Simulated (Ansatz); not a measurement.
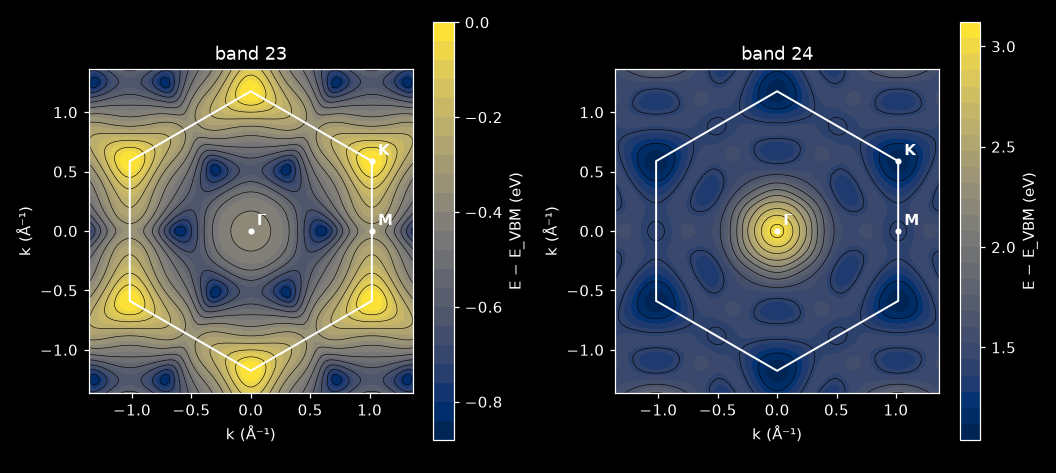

Two bands of one free-standing Te2Mo layer cut from the bulk crystal (space group of the slab cell P-6m2) over the plane of the sheet: the highest mostly filled and the lowest mostly empty one.

Theory: DFT PBE, scalar-relativistic, plane waves, PAW; levels and slopes on a dense k mesh at the converged density in Ansatz. No spin polarisation. Mesh 72×72×1, interpolated with the band slopes. Cell and positions as given, without relaxation. The cell comes from a database of computed structures, not from a measurement.

Give both levels and their distance at the named points.

```tsv
point	lower band (eV)	upper band (eV)	distance (eV)
Γ	−0.39	3.06	3.44
K	0.00	1.05	1.05
M	−0.35	1.38	1.73
```

Where are the band edges of the whole zone?

The valence band has two equivalent maxima at K, mass 0.64 mₑ in all directions; the conduction band has two equivalent minima at K, mass 0.51 mₑ in all directions. The gap is direct, 1.05 eV at this level of theory, which underestimates gaps and can reorder valleys that lie close.

Spin-orbit coupling, left out here, can change the gap, its kind, the place of the band edges and the masses, since the compound holds Te and Mo.
